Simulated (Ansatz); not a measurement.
**What a change does: single-point calculation on ZrO2**

System: ZrO2 (P4₂/nmc, 6 atoms in the cell).
Method of run 1: DFT, RPBE, plane waves, PAW, Ueff = 5 eV on Zr d, no spin polarisation (Ansatz 0.2.0).

The structure derives from an entry of the Crystallography Open Database. Text and figures count atoms from 1; the logs count them from 0 in places.

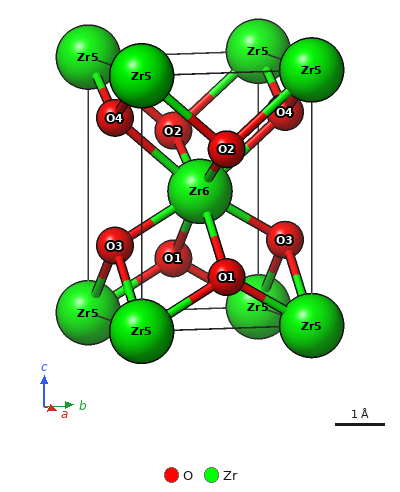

**Figure 1.** The structure (ball-and-stick view of the cell of the calculation, seen slightly off an axis; atoms are numbered from 1 in the order of the input). Near neighbours in the crystal (not all of them lie inside the picture): O has 4 Zr at 2.12 to 2.42 Å; Zr has 8 O at 2.12 to 2.42 Å.

**The input, run 1**
```yaml
crystal:
  lattice:
    - [3.67027, 0.0, 0.0]
    - [0.0, 3.67027, 0.0]
    - [0.0, 0.0, 5.296081]
  atoms:
    - { symbol: O, position: [0.0, 0.5, 0.201] }
    - { symbol: O, position: [0.0, 0.5, 0.701] }
    - { symbol: O, position: [0.5, 0.0, 0.299] }
    - { symbol: O, position: [0.5, 0.0, 0.799] }
    - { symbol: Zr, position: [0.0, 0.0, 0.0] }
    - { symbol: Zr, position: [0.5, 0.5, 0.5] }
  symmetry: { tolerance: 0.0003 }
kpoints:
  mp_grid: { grid: [5, 5, 4], shift: [0, 0, 0] }
magnetization:
  spin_polarized: false
scf:
  occupations: { method: fermi_dirac, width: 0.0551 }
hamiltonian:
  pseudopotentials: { kind: paw }
  xc: rpbe
  hubbard: { sites: [{ species: Zr, l: d, u_eff: 5.0 }], double_counting: fll }
basis:
  ecutwfc: 420
output:
  forces: true
  stress: true
  eigenvalues: true
```

Launched with:
```bash
ansatz run input.yaml --threads 1 --pin off --max-ram 2560MiB --backend cpu --events-out ev --progress --plain --runs-dir out
```

Hardware: 1 thread of Intel Xeon @ 2.90GHz (Ice Lake), 176 GiB of memory available, shared host.

**Output, shortened to warnings, some set-up lines, iterations and results (run 1)**
```
Basis set: ecut = 420 eV, 1409 PW (Γ), exchange–correlation on 50×50×72 points (8 copies of the dense FFT grid, shifted against one another)
Symmetry: 16 space group operations
k-points: 18 of 100
Initial density: superposition of atomic densities (chi_scale 0.1, normalization cell, long waves of neutral atoms under a Hubbard term (reshape's long-wave potential 0.00 eV rms, cloud 2.41 Å wide))
[...]
SCF iter   1: F=—  HF=-10660.658105 eV  |F-HF|=—  |Δ(HF+E_count)|=         —  Δρ=7.46e-2  dr2=4.32e0  ethr=3.10e-3  ⟨swp⟩=4.8  Hψ=2166  notcnv=0
SCF iter   2: F=—  HF=-10660.113283 eV  |F-HF|=—  |Δ(HF+E_count)|=   5.45e-1  Δρ=4.06e-2  dr2=5.66e-1  ethr=3.10e-3  ⟨swp⟩=2.0  Hψ=1045  notcnv=0  defer=35
SCF iter   3: F=—  HF=-10660.205068 eV  |F-HF|=—  |Δ(HF+E_count)|=   9.18e-2  Δρ=1.99e-2  dr2=2.11e-1  ethr=1.18e-3  ⟨swp⟩=2.0  Hψ=578  notcnv=0  defer=35
SCF iter   4: F=—  HF=-10660.289759 eV  |F-HF|=—  |Δ(HF+E_count)|=   8.47e-2  Δρ=2.64e-3  dr2=5.52e-3  ethr=4.40e-4  ⟨swp⟩=2.1  Hψ=809  notcnv=0  defer=35
SCF iter   5: F=—  HF=-10660.298199 eV  |F-HF|=—  |Δ(HF+E_count)|=   8.44e-3  Δρ=6.33e-4  dr2=2.80e-4  ethr=1.15e-5  ⟨swp⟩=2.0  Hψ=849  notcnv=0  defer=35
SCF iter   6: F=—  HF=-10660.299034 eV  |F-HF|=—  |Δ(HF+E_count)|=   8.35e-4  Δρ=2.23e-4  dr2=2.92e-5  ethr=5.84e-7  ⟨swp⟩=2.0  Hψ=792  notcnv=0  defer=35
SCF iter   7: F=—  HF=-10660.299114 eV  |F-HF|=—  |Δ(HF+E_count)|=   8.05e-5  Δρ=4.36e-5  dr2=1.15e-6  ethr=6.08e-8  ⟨swp⟩=2.0  Hψ=936  notcnv=0  defer=35
SCF iter   8: F=-10660.299118 eV  HF=-10660.299118 eV  |F-HF|=8.50e-8  |Δ(HF+E_count)|=   3.34e-6  Δρ=6.25e-6  dr2=2.74e-8  ethr=2.08e-10  ⟨swp⟩=10.2  Hψ=2682  notcnv=0
SCF 1 converged in 8 iterations: F = -10660.299118 eV  dr2 = 2.74e-8
SCF converged after 8 iterations
Free energy (F): -10660.299118 eV
Harris-Foulkes:  -10660.299118 eV  (|F-HF|=8.50e-8)
Internal energy: -10660.299118 eV  (E = F + TS)
E sigma→0 (E₀):  -10660.299118 eV
Fermi energy:    13.508659 eV
--- Per-component energies (eV) ---
  E_band       = -169.413891
  E_kinetic    = 1371.435087
  E_local      = -2427.343069  (includes V_loc(G=0)·N_el)
  E_nonlocal   = 335.179125
  E_hartree    = 802.962134
  E_xc         = -625.146281
  E_vxc        = -764.917917  (∫ρ·V_xc dr)
  E_hubbard    = 7.483741  (on-site DFT+U / exact-exchange correction)
  E_vhub       = 5.536595  (the Hubbard potential's part of the band-sum identity)
  E_paw        = -6555.301747  (= ΣΔE_a)
  E_vpaw       = -295.237979  (= ΣTr[D̂ρ^β])
  E_aug_tail   = 0.009974  (compensation charges beyond the density's cutoff)
  E_ewald      = -3569.339223
  E_core_change = -0.238860  (= ΣΔE_core)
  E_smearing   = -0.000000  (= −TS)
  E_closure    = 0.000000  (closes the sum)
  Σ components = -10660.299118   (vs F -10660.299118, Δ=0.00e0)
--- Forces (eV/Å), atoms counted from 1 ---
  atom   1  O     -0.00000000     0.00000000     0.04816659
  atom   2  O      0.00000000     0.00000000     0.04816659
  atom   3  O     -0.00000000     0.00000000    -0.04816659
  atom   4  O      0.00000000     0.00000000    -0.04816659
  atom   5  Zr     0.00000000     0.00000000     0.00000000
  atom   6  Zr     0.00000000     0.00000000    -0.00000000
  max |Σ_I F_I| component: 7.63e-17 eV/Å
--- Stress (GPa, compression-positive) ---
        1.573550       0.000000       0.000000
        0.000000       1.573550       0.000000
        0.000000       0.000000       2.354482
  P = ⅓ Tr σ = 1.8339 GPa (18.339 kbar)
Occupation matrices written to [file]
```

For run 2 the input was changed thus:
```diff
-  xc: rpbe
-  hubbard: { sites: [{ species: Zr, l: d, u_eff: 5.0 }], double_counting: fll }
+  xc: pbe
```

Predict how the results change.

The total energies belong to different models, so their difference says nothing on which is more stable or more accurate. The gap on the mesh goes from 5.01 to 3.83 eV. The pressure goes from 1.83 to −8.34 GPa. The largest force goes from 0.048 to 0.291 eV/Å. The functional changes from RPBE to PBE. The SCF takes 6 iterations against 8. On the same kind of shared host run 2 took about 0.61 times as long. The two runs start from different initial densities, which also moves the count.

**Output, shortened to warnings, some set-up lines, iterations and results (run 2)**
```
Basis set: ecut = 420 eV, 1409 PW (Γ), exchange–correlation on 50×50×72 points (8 copies of the dense FFT grid, shifted against one another)
Symmetry: 16 space group operations
k-points: 18 of 100
Initial density: superposition of atomic densities (neutral atoms: chi_scale 0, normalization atom), corrected by the library's trained network
[...]
SCF iter   1: F=—  HF=-10647.759975 eV  |F-HF|=—  |Δ(HF+E_count)|=         —  Δρ=2.92e-3  dr2=1.46e-3  ethr=1.77e-3  ⟨swp⟩=4.8  Hψ=2211  notcnv=0
SCF iter   2: F=—  HF=-10647.759604 eV  |F-HF|=—  |Δ(HF+E_count)|=   3.71e-4  Δρ=1.51e-3  dr2=4.23e-4  ethr=3.03e-6  ⟨swp⟩=2.3  Hψ=1029  notcnv=0
SCF iter   3: F=—  HF=-10647.759816 eV  |F-HF|=—  |Δ(HF+E_count)|=   2.12e-4  Δρ=2.20e-4  dr2=2.25e-5  ethr=8.81e-7  ⟨swp⟩=2.2  Hψ=824  notcnv=0
SCF iter   4: F=—  HF=-10647.759792 eV  |F-HF|=—  |Δ(HF+E_count)|=   2.38e-5  Δρ=1.01e-4  dr2=7.70e-6  ethr=4.69e-8  ⟨swp⟩=2.0  Hψ=792  notcnv=0
SCF iter   5: F=—  HF=-10647.759794 eV  |F-HF|=—  |Δ(HF+E_count)|=   1.89e-6  Δρ=3.89e-5  dr2=1.03e-6  ethr=1.60e-8  ⟨swp⟩=2.0  Hψ=688  notcnv=0
SCF iter   6: F=-10647.759795 eV  HF=-10647.759795 eV  |F-HF|=9.01e-8  |Δ(HF+E_count)|=   7.94e-7  Δρ=1.47e-5  dr2=8.95e-8  ethr=2.08e-10  ⟨swp⟩=6.3  Hψ=2393  notcnv=0
SCF 1 converged in 6 iterations: F = -10647.759795 eV  dr2 = 8.95e-8
SCF converged after 6 iterations
Free energy (F): -10647.759795 eV
Harris-Foulkes:  -10647.759795 eV  (|F-HF|=9.01e-8)
Internal energy: -10647.759795 eV  (E = F + TS)
E sigma→0 (E₀):  -10647.759795 eV
Fermi energy:    12.317546 eV
--- Per-component energies (eV) ---
  E_band       = -183.466876
  E_kinetic    = 1365.702662
  E_local      = -2426.356617  (includes V_loc(G=0)·N_el)
  E_nonlocal   = 342.579879
  E_hartree    = 797.859173
  E_xc         = -621.293423
  E_vxc        = -762.066578  (∫ρ·V_xc dr)
  E_paw        = -6536.922213  (= ΣΔE_a)
  E_vpaw       = -299.061373  (= ΣTr[D̂ρ^β])
  E_aug_tail   = 0.009968  (compensation charges beyond the density's cutoff)
  E_ewald      = -3569.339223
  E_smearing   = -0.000000  (= −TS)
  E_closure    = 0.000000  (closes the sum)
  Σ components = -10647.759795   (vs F -10647.759795, Δ=0.00e0)
--- Forces (eV/Å), atoms counted from 1 ---
  atom   1  O      0.00000000     0.00000000    -0.29073399
  atom   2  O      0.00000000     0.00000000    -0.29073399
  atom   3  O      0.00000000     0.00000000     0.29073399
  atom   4  O      0.00000000     0.00000000     0.29073399
  atom   5  Zr     0.00000000     0.00000000     0.00000000
  atom   6  Zr     0.00000000     0.00000000    -0.00000000
  max |Σ_I F_I| component: 0.00e0 eV/Å
--- Stress (GPa, compression-positive) ---
       -9.050368       0.000000       0.000000
        0.000000      -9.050368       0.000000
        0.000000       0.000000      -6.930901
  P = ⅓ Tr σ = -8.3439 GPa (-83.439 kbar)
```

**The two runs side by side**

| quantity | run 1 | run 2 |
| --- | --- | --- |
| outcome | converged | converged |
| free energy per atom (eV) | −1776.7165 | −1774.6266 |
| gap on the mesh (eV) | 5.01 | 3.83 |
| pressure (GPa) | 1.83 | −8.34 |
| largest force (eV/Å) | 0.048 | 0.291 |
| SCF iterations | 8 | 6 |
| irreducible k-points | 18 | 18 |
| plane waves at Γ | 1409 | 1409 |
| wall time (shared host) | 3.7 s | 2.2 s |

For run 2: The cell is under a tension of 8.3 GPa at this level, so it is not at its equilibrium volume.
